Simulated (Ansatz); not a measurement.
System: FeNi2.

```cif
data_structure
_symmetry_space_group_name_H-M 'P 1'
_symmetry_Int_Tables_number 1
_cell_length_a 5.4140
_cell_length_b 5.4140
_cell_length_c 5.4140
_cell_angle_alpha 90.000
_cell_angle_beta 90.000
_cell_angle_gamma 90.000
_cell_volume 158.69
loop_
_atom_site_label
_atom_site_type_symbol
_atom_site_fract_x
_atom_site_fract_y
_atom_site_fract_z
_atom_site_occupancy
Fe1 Fe 0.00000 0.00000 0.00000 1
Fe2 Fe 0.50000 0.50000 0.00000 1
Fe3 Fe 0.50000 0.00000 0.50000 1
Fe4 Fe 0.00000 0.50000 0.50000 1
Ni1 Ni 0.25000 0.25000 0.25000 1
Ni2 Ni 0.75000 0.75000 0.25000 1
Ni3 Ni 0.75000 0.25000 0.75000 1
Ni4 Ni 0.25000 0.75000 0.75000 1
Ni5 Ni 0.75000 0.25000 0.25000 1
Ni6 Ni 0.25000 0.75000 0.25000 1
Ni7 Ni 0.25000 0.25000 0.75000 1
Ni8 Ni 0.75000 0.75000 0.75000 1
```

Space group Fm-3m; a structure generated by program, which may or may not match a known phase; spin-polarised.

The calculation used DFT PBE, scalar-relativistic, plane waves, PAW in Ansatz 0.2.0.

Q: What will maps of the valence pseudo-density, electron localisation function and spin density show?

A: Fe–Ni (2.34 Å): ρ at the midpoint is about 0.43 e/Å³; the ELF is about 0.25 at the midpoint; no localised pair shows between them.
The spin density sits on Fe: +2.7 μB (×4); Ni: +0.8 μB (×8) in one cell of 12 atoms: parallel main moments (a ferromagnetic arrangement) in this solution. The cell of the calculation (3 atoms) carries 4.1 μB of net spin moment.

Q: Metal or insulator at this level of theory?

A: It is metallic or semimetallic at this level of theory: no gap opens.

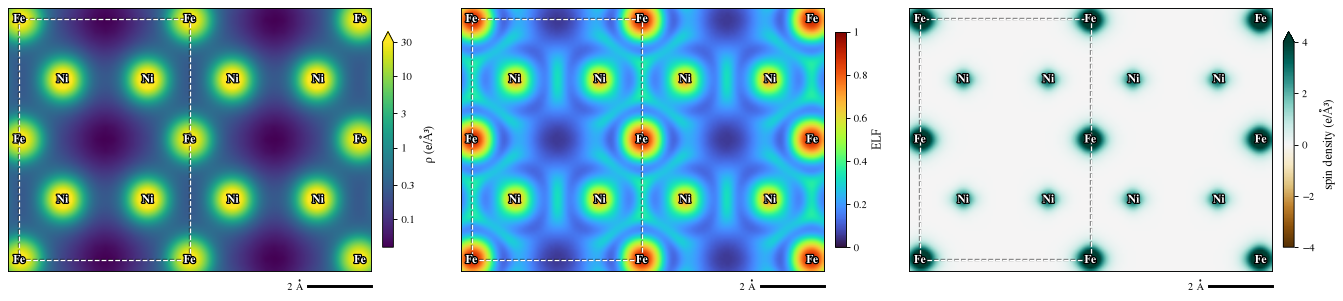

Computed valence pseudo-density, electron localisation function and spin density on the (101) plane of the conventional cell, in this order. 

The density is the valence pseudo-density of a PAW calculation; it isn't the true density close to the nuclei.
